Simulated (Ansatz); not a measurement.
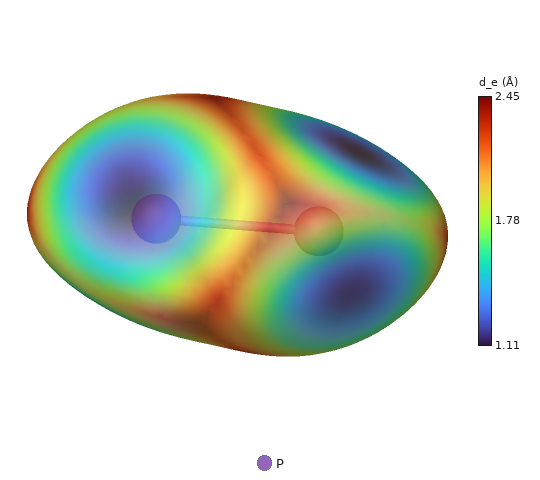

Hirshfeld surface computed for one P2 unit (covalently bonded non-metal atoms) in GaP (R-3m, No. 166), coloured by d_e.

The surface is where the fragment's share of the procrystal density (the sum of the densities of spherically averaged neutral Hartree-Fock atoms) equals one half. d_i and d_e are the distances from the surface to the nearest nucleus inside and outside.

Source of the atomic positions: coordinates from a relaxation at fixed volume with DFT r2SCAN, scalar-relativistic, plane waves, PAW in Ansatz.

```
Ga P
1.0
     3.75970    0.00000    0.00000
    -1.87985    3.25600    0.00000
     0.00000    0.00000   18.76168
Ga P
6 6
Direct
  0.66667 0.33333 0.76940
  0.66667 0.33333 0.89727
  0.33333 0.66667 0.10273
  0.33333 0.66667 0.23060
  0.00000 0.00000 0.43607
  0.00000 0.00000 0.56393
  0.33333 0.66667 0.72457
  0.00000 0.00000 0.94210
  0.00000 0.00000 0.05790
  0.66667 0.33333 0.27543
  0.66667 0.33333 0.39124
  0.33333 0.66667 0.60876
```

What is the shortest distance from the fragment to an atom outside it?

Answer. P–Ga, 2.33 Å.

How is the surface shared among contacts (nearest atom inside ··· nearest atom outside)?

Answer. P···Ga 100 %. The surface faces 6 neighbours with more than 2 % of its area each: 6 Ga.

Give the size and shape of the surface.

Answer. It encloses about 31.0 Å³, has an area of about 51 Å² and a globularity of 0.93 (1 for a sphere).
